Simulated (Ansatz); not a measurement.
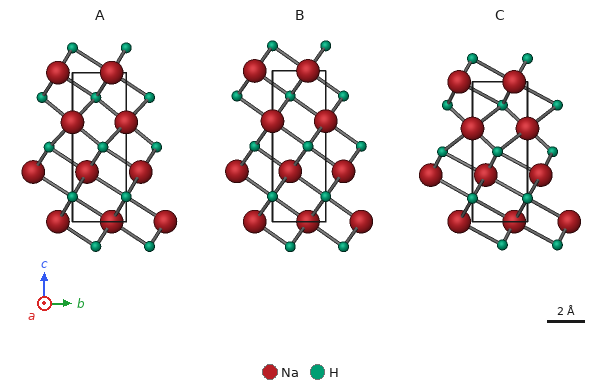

3 geometries from one relaxation of crystalline NaH (built on the HgS-154 type type), in shuffled order. A ball-and-stick model of the cell of the calculation, seen along the a axis.

Level of theory: DFT, PBEsol, plane waves, PAW in Ansatz 0.2.0. Settings: plane-wave cutoff 420 eV; k-point mesh 9 × 9 × 4; occupations fermi dirac; smearing width 0.03 eV; no spin polarisation; cell and atoms relaxed; force threshold 0.01 eV/Å; at most 120 steps.

> Order the frames from highest to lowest energy.

C, A, B. They are steps 0, 2, 8, at +1.344 eV per cell of the calculation, +0.224 eV per cell of the calculation relative to the last. The energy falls by 1.344 eV per cell of the calculation in 6 accepted moves (8 points after the start). Largest force component: 1.2 eV/Å at the start, 0.00015 eV/Å at the end. The pressure goes from 6.30 to 0.01 GPa. The SCF was repeated twice at an unchanged geometry on a basis and grid sized afresh for the cell, which shifted the energy by 1.5 meV per cell of the calculation at most. The largest moves relative to the cell, 0.71 Å, are those of H atoms. Largest moves by element: H 0.71 Å, Na 0.31 Å. Cell: a = b 3.498 → 3.388 Å (−3.1 %), c 7.694 → 8.299 Å (+7.9 %). Volume +1.2 %. Some distances before and after: H–Na 1.887 → 2.396 Å, Na–Na 2.953 → 3.388 Å, H–Na 2.753 → 2.396 Å, H–Na 2.693 → 2.396 Å. Bond angles that change, for instance: Na–H–Na 103.0° → 90.0°, H–Na–H 177.2° → 180.0°. The space group (tolerance 0.01 Å) goes from P3_221 (No. 154) to Fm-3m (No. 225).
